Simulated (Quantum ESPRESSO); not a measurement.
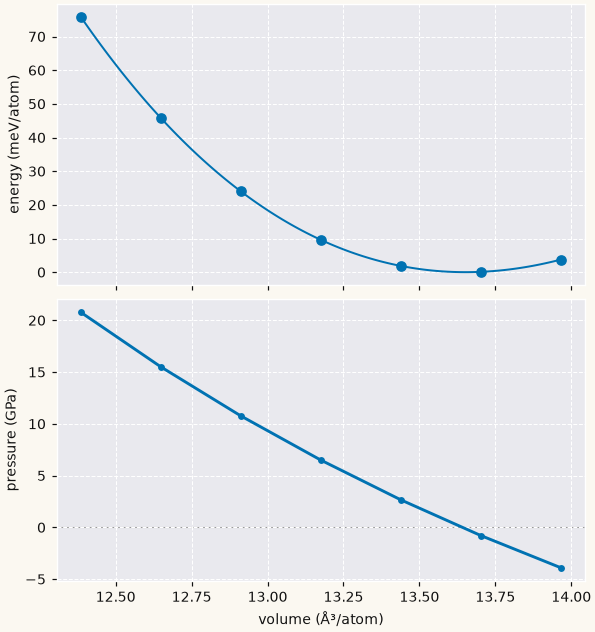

The picture above shows the energy and pressure against volume for CeO₂, space group Fm-3m (No. 225).

Cell as given: a = 3.824 Å, b = 3.824 Å, c = 3.824 Å, α = 60.00°, β = 60.00°, γ = 60.00°; 3 atoms.

Computed with Quantum ESPRESSO 7.5: plane-wave DFT, collinear spins; energies at scaled volumes of the given cell, shape and fractions fixed, counted from the fit's minimum, third-order Birch-Murnaghan fit. Level: PBE, collinear spin.

- k mesh: 9×9×9
- occupations: Fermi–Dirac
- smearing width: 0.05 eV
- potentials: SSSP 1.3 efficiency PBE
- wave cutoff: 748.3 eV
- density cutoff: 5987 eV

Give the values behind the plot as a table.

```tsv
volume (Å³/atom)	energy (meV/atom)	pressure (GPa)
12.38	75.93	20.78
12.65	45.87	15.51
12.91	24.03	10.77
13.18	9.61	6.50
13.44	1.86	2.66
13.70	0.10	-0.79
13.97	3.73	-3.90
```

Limits of the calculation: may lie on a higher state.
